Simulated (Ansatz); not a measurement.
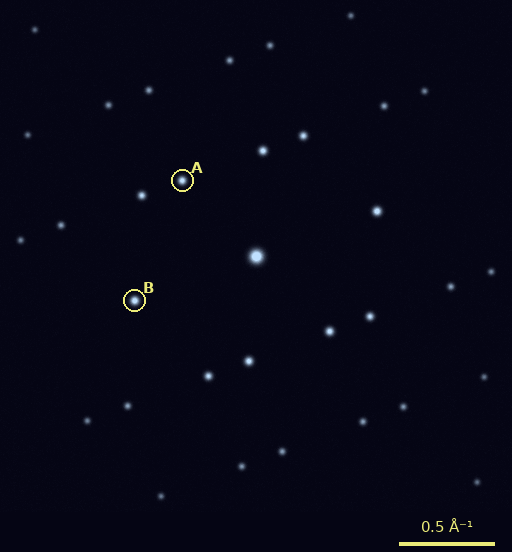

Kinematic zone-axis pattern, calculated for 200 keV electrons with B = 0.5 Å². Two individuals of a reflection twin are superposed (a geometric construction: whether this twin forms is not tested). Crystal: Cd, space group Im-3m (No. 229), a = 3.596 Å, zone axis [210]. Structure: the input geometry of an electronic-structure calculation (not necessarily at equilibrium); the starting structure was generated, so it need not be a known form of this composition.

In the first individual spot A is 0 0 -2 and spot B is -1 2 -1.

> On which plane is the crystal twinned?

(1-21). The spot positions of the combined pattern are mirror-symmetric about the row through 1 -2 1 (d = 1.468 Å), which both individuals share, while a single individual has only symmetry 2mm without that mirror line. Friedel's law adds the mirror line at right angles, so a twin on (1-2-5) would give the same picture; the more widely spaced plane was used.

> Which other reflections coincide?

Within the frame only the reflections of the common row coincide.
